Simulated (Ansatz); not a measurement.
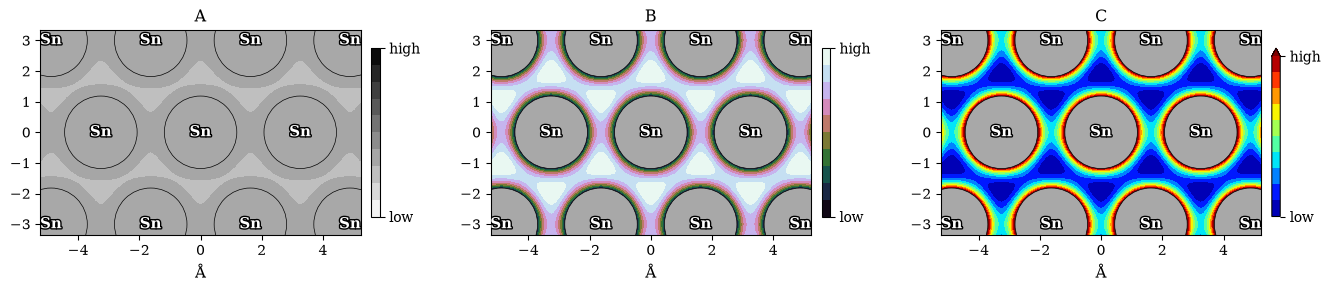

Sn: 3 fields on the (011) plane of the conventional cell, with unlabelled colour scales. Grey discs cover the atomic cores.

Space group I4/mmm.

Computed with Ansatz 0.2.0, DFT PBE+D3(BJ), scalar-relativistic, plane waves, PAW.

### Which field does each panel show? The fields are: electron localisation function, electrostatic potential energy of an electron and valence pseudo-density.

Panel A: electron localisation function. Panel B: electrostatic potential energy of an electron (low next to the atoms, rising into the space between them). Panel C: valence pseudo-density. From the grid: Sn–Sn (3.26 Å): the density is about 0.17 e/Å³ at the midpoint; the ELF is about 0.35 at the midpoint.
